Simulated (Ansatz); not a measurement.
Input

```
crystal:
  lattice:
    - [4.0477133473, 0.0, 0.0]
    - [-2.0238566737, 3.505422586, 0.0]
    - [0.0, 0.0, 24.9148323261]
  atoms:
    - { symbol: Al, position: [0.6666666667, 0.3333333333, 0.3010255057] }
    - { symbol: Ni, position: [0.0, 0.0, 0.3341879214] }
    - { symbol: Al, position: [0.3333333333, 0.6666666667, 0.3673503371] }
    - { symbol: Ni, position: [0.6666666667, 0.3333333333, 0.4005127528] }
    - { symbol: Al, position: [0.0, 0.0, 0.4336751686] }
    - { symbol: Ni, position: [0.3333333333, 0.6666666667, 0.4668375843] }
    - { symbol: Al, position: [0.6666666667, 0.3333333333, 0.5] }
    - { symbol: Ni, position: [0.0, 0.0, 0.5331624157] }
    - { symbol: Al, position: [0.3333333333, 0.6666666667, 0.5663248314] }
    - { symbol: Ni, position: [0.6666666667, 0.3333333333, 0.5994872472] }
    - { symbol: Al, position: [0.0, 0.0, 0.6326496629] }
    - { symbol: Ni, position: [0.3333333333, 0.6666666667, 0.6658120786] }
    - { symbol: Al, position: [0.6666666667, 0.3333333333, 0.6989744943] }
basis:
  ecutwfc: 420
kpoints:
  mp_grid: { grid: [9, 9, 1] }
hamiltonian:
  xc: pbesol
scf:
  occupations: { method: gaussian, width: 0.1 }
output:
  forces: true
  stress: true
  eigenvalues: true
  write_density: true
  write_potential: true
  elf: true
  volumetric_format: npy
efield:
  axis: 3
  dipole_correction: true
  ramp_width: 0.04
```

Command:

```sh
ansatz run input.yaml --threads 2 --pin off --max-ram 5120MiB --backend cpu --events-out ev --progress --plain --runs-dir out
```

Not relaxed (largest force 0.5 eV/Å); computed without spin polarisation.

Level of theory: DFT PBEsol, scalar-relativistic, plane waves, PAW (Ansatz).

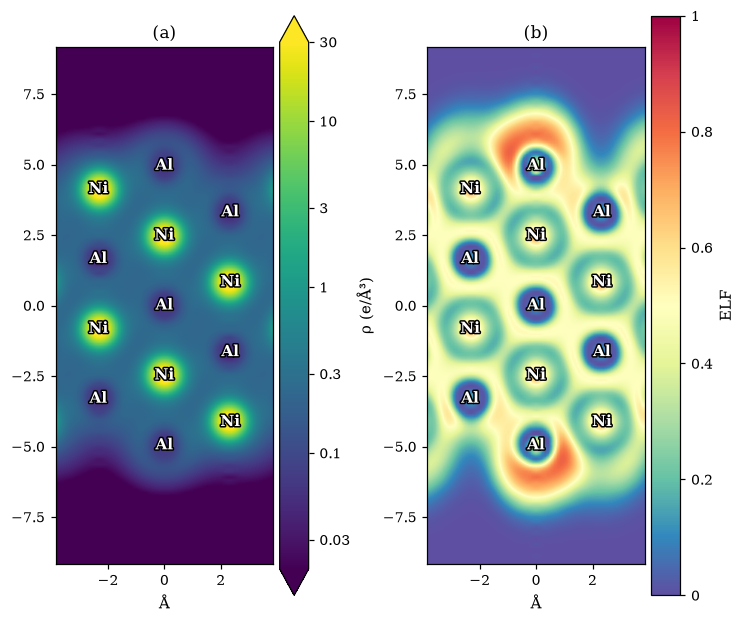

Al7Ni6 (slab). (a) valence charge density (pseudo); (b) ELF on the (110) plane of the calculation cell, a cut from vacuum to vacuum.

Core electrons are frozen (PAW), and the valence fields are smoothed inside the atomic spheres.

**Describe what can be read from this map.**

The section cuts through Al and Ni sites. Al–Ni (2.48 Å): ρ at the midpoint is about 0.31 e/Å³; the ELF is about 0.40 at the midpoint. The density dies away to nearly zero in the vacuum. The features right at Ni lie inside the PAW spheres, where the map follows smoothed inner orbitals and isn't to be read closely.

**Does the calculation make it a metal, or give it a gap?**

It is metallic or semimetallic at this level of theory: no gap opens.
